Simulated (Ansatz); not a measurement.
# Hf$_{8}$Si$_{8}$HO$_{32}$ (cell with a defect): what the fields show

The calculation's input:

```
crystal:
  lattice:
    - [0.0, 6.6454903778, -6.0144475068]
    - [-6.6454903778, 0.0, 6.0144475068]
    - [6.6454903778, 0.0, 6.0144475068]
  atoms:
    - { symbol: Hf, position: [0.5, 0.375, 0.375] }
    - { symbol: Hf, position: [0.0, 0.125, 0.625] }
    - { symbol: Hf, position: [0.5, 0.875, 0.875] }
    - { symbol: Hf, position: [0.0, 0.625, 0.125] }
    - { symbol: Hf, position: [0.5, 0.25, 0.75] }
    - { symbol: Hf, position: [0.0, 0.0, 0.0] }
    - { symbol: Hf, position: [0.5, 0.75, 0.25] }
    - { symbol: Hf, position: [0.0, 0.5, 0.5] }
    - { symbol: Si, position: [1.0, 0.875, 0.375] }
    - { symbol: Si, position: [0.5, 0.625, 0.625] }
    - { symbol: Si, position: [1.0, 0.375, 0.875] }
    - { symbol: Si, position: [0.5, 0.125, 0.125], spin: 0.143 }
    - { symbol: Si, position: [0.5, 1.0, 0.5], spin: 0.143 }
    - { symbol: Si, position: [0.0, 0.75, 0.75] }
    - { symbol: Si, position: [0.5, 0.5, 0.0] }
    - { symbol: Si, position: [0.0, 0.25, 0.25] }
    - { symbol: O, position: [0.3158051761, 0.8173684736, 0.3173684736], spin: 0.143 }
    - { symbol: O, position: [0.8158051761, 0.5673684736, 0.5673684736] }
    - { symbol: O, position: [0.3158051761, 0.3173684736, 0.8173684736] }
    - { symbol: O, position: [0.8158051761, 0.0673684736, 0.0673684736] }
    - { symbol: O, position: [0.0, 0.6923684736, 0.3765632975] }
    - { symbol: O, position: [0.5, 0.4423684736, 0.6265632975] }
    - { symbol: O, position: [0.0, 0.1923684736, 0.8765632975] }
    - { symbol: O, position: [0.5, 0.9423684736, 0.1265632975], spin: 0.143 }
    - { symbol: O, position: [0.1841948239, 0.2515632975, 0.2515632975] }
    - { symbol: O, position: [0.6841948239, 0.0015632975, 0.5015632975] }
    - { symbol: O, position: [0.1841948239, 0.7515632975, 0.7515632975] }
    - { symbol: O, position: [0.6841948239, 0.5015632975, 0.0015632975] }
    - { symbol: O, position: [0.0, 0.8765632975, 0.1923684736] }
    - { symbol: O, position: [0.5, 0.6265632975, 0.4423684736] }
    - { symbol: O, position: [1.0, 0.3765632975, 0.6923684736] }
    - { symbol: O, position: [0.5, 0.1265632975, 0.9423684736] }
    - { symbol: O, position: [0.1841948239, 0.0576315264, 0.5576315264] }
    - { symbol: O, position: [0.6841948239, 0.8076315264, 0.8076315264] }
    - { symbol: O, position: [0.1841948239, 0.5576315264, 0.0576315264] }
    - { symbol: O, position: [0.6841948239, 0.3076315264, 0.3076315264] }
    - { symbol: O, position: [1.0, 0.2484367025, 0.4326315264] }
    - { symbol: O, position: [0.5, 0.9984367025, 0.6826315264] }
    - { symbol: O, position: [0.0, 0.7484367025, 0.9326315264] }
    - { symbol: O, position: [0.5, 0.4984367025, 0.1826315264] }
    - { symbol: O, position: [0.8158051761, 0.8734367025, 0.3734367025] }
    - { symbol: O, position: [0.3158051761, 0.6234367025, 0.6234367025] }
    - { symbol: O, position: [0.8158051761, 0.3734367025, 0.8734367025] }
    - { symbol: O, position: [0.3158051761, 0.1234367025, 0.1234367025], spin: 0.143 }
    - { symbol: O, position: [0.5, 0.1826315264, 0.4984367025], spin: 0.143 }
    - { symbol: O, position: [0.0, 0.9326315264, 0.7484367025] }
    - { symbol: O, position: [0.5, 0.6826315264, 0.9984367025] }
    - { symbol: O, position: [0.0, 0.4326315264, 0.2484367025] }
    - { symbol: H, position: [0.4583333333, 0.0416666667, 0.2916666667], spin: 0.143 }
  host:
    lattice:
      - [-3.3227451889, 3.3227451889, 3.0072237534]
      - [3.3227451889, -3.3227451889, 3.0072237534]
      - [3.3227451889, 3.3227451889, -3.0072237534]
    atoms:
      - { symbol: Hf, position: [0.75, 0.25, 0.5] }
      - { symbol: Hf, position: [0.0, 0.0, 0.0] }
      - { symbol: Si, position: [0.25, 0.75, 0.5] }
      - { symbol: Si, position: [0.5, 0.5, 0.0] }
      - { symbol: O, position: [0.1347369472, 0.3189317711, 0.8158051761] }
      - { symbol: O, position: [0.0689317711, 0.753126595, 0.6841948239] }
      - { symbol: O, position: [0.503126595, 0.3189317711, 0.1841948239] }
      - { symbol: O, position: [0.0689317711, 0.3847369472, 0.3158051761] }
      - { symbol: O, position: [0.6152630528, 0.9310682289, 0.6841948239] }
      - { symbol: O, position: [0.6810682289, 0.8652630528, 0.1841948239] }
      - { symbol: O, position: [0.246873405, 0.9310682289, 0.3158051761] }
      - { symbol: O, position: [0.6810682289, 0.496873405, 0.8158051761] }
basis:
  ecutwfc: 420
  xc_grid: 2
kpoints:
  mp_grid: { grid: [2, 2, 2], shift: [0.5, 0.5, 0.5] }
hamiltonian:
  xc: pbe
scf:
  occupations: { method: gaussian, width: 0.01 }
output:
  forces: true
  stress: false
  eigenvalues: true
  populations: true
  charged_corrections:
    defect_position: [0.45833333, 0.04166667, 0.29166667]
    epsilon: [[12.6905, 0.0, 0.0], [0.0, 12.6905, 0.0], [0.0, 0.0, 12.4803]]
  write_density: true
  write_potential: true
  elf: true
  volumetric_format: npy
magnetization:
  spin_polarized: true
relax:
  adjacent_minimum: "off"
  f_tol: 0.025
  max_steps: 45
```

Command:

```sh
ansatz run input.yaml --threads 4 --pin off --max-ram 10240MiB --backend cpu --events-out ev --progress --plain --runs-dir out
```

The fields are those of the run's last geometry, not of the input's.

Spin-polarised.

Method: DFT PBE, scalar-relativistic, plane waves, PAW (Ansatz 0.2.0).

In a PAW calculation such maps are meaningful between the atoms, not at the nuclei.

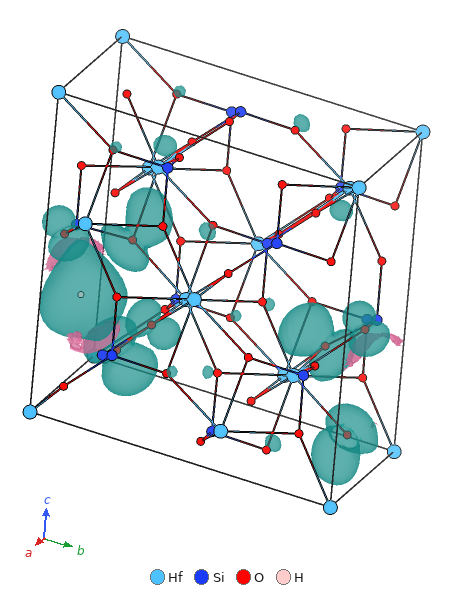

Figure 1. Isosurfaces of the spin density (up minus down) at +0.005 (teal) and −0.005 e/Å³ (pink), seen slightly off an axis. Sticks mark near contacts.

**Describe the spin distribution.**

The spin density sits on H: +0.4 μB in one cell of 49 atoms, with smaller moments on other sites: O (up to +0.09 μB): with much of the spin spread outside that site. The cell of the calculation (49 atoms) carries 1.0 μB of net spin moment.

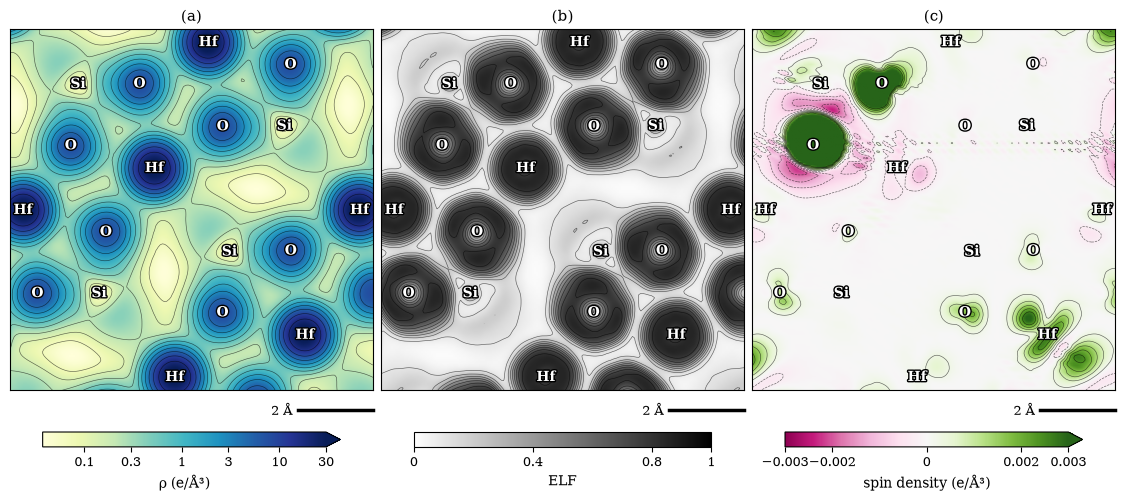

Figure 2. (a) valence pseudo-density; (b) ELF; (c) spin density (up minus down) on the (011̄) plane of the calculation cell.

**Read the bonding off the picture.**

- The section cuts through Hf, Si and O sites.
- Si–O (1.64 Å): ρ at the midpoint is about 1.2 e/Å³; the ELF peaks at about 0.85 between the atoms (a polar covalent bond).
- Hf–O (2.13 Å): the density is about 0.66 e/Å³ at the midpoint; the ELF peaks at about 0.85 in the valence shell of O, 0.6 Å from its nucleus, and drops to about 0.15 between the two atoms; no localised pair shows between them.
- Hf–O (2.25 Å): ρ is about 0.49 e/Å³ halfway; the ELF peaks at about 0.85 in the valence shell of O, 0.6 Å from its nucleus, and drops to about 0.15 between the two atoms: no shared electron pair shows on this line.
- Hf–O (2.27 Å): ρ at the midpoint is about 0.47 e/Å³; the ELF peaks at about 0.85 in the valence shell of O, 0.7 Å from its nucleus, and drops to about 0.15 between the two atoms; no shared electron pair shows on this line.
- Between the atoms the lowest density in this plane is 0.04 e/Å³.
- The features right at Hf lie inside the PAW spheres, where the map follows smoothed inner orbitals and isn't to be read closely.

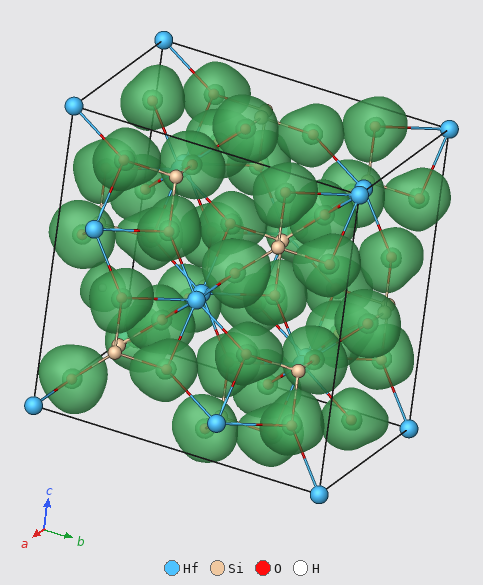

Figure 3. Isosurface of the electron localisation function at 0.6 (green), seen slightly off an axis. Only the valence region is drawn (cores and ρ < 0.01 e/Å³ removed). Sticks mark near contacts.

**What do the ELF domains correspond to?**

The surface consists of one region around a hydrogen nucleus and 32 regions on O in which the atom's valence shell and bonds are merged, counted in one cell of 49 atoms. Any copies at cell faces, edges or corners count once.


Si–O (1.63 Å): the ELF peaks at about 0.85 between the atoms; a polar covalent bond. Si–H (1.89 Å): the ELF climbs to about 1 towards the hydrogen, as it does in any bond to H.

**Metal or insulator at this level of theory?**

It is gapped, with a Kohn–Sham gap of 1.5 eV on the k-point mesh (the band edges may lie off the mesh, which would make the gap smaller).
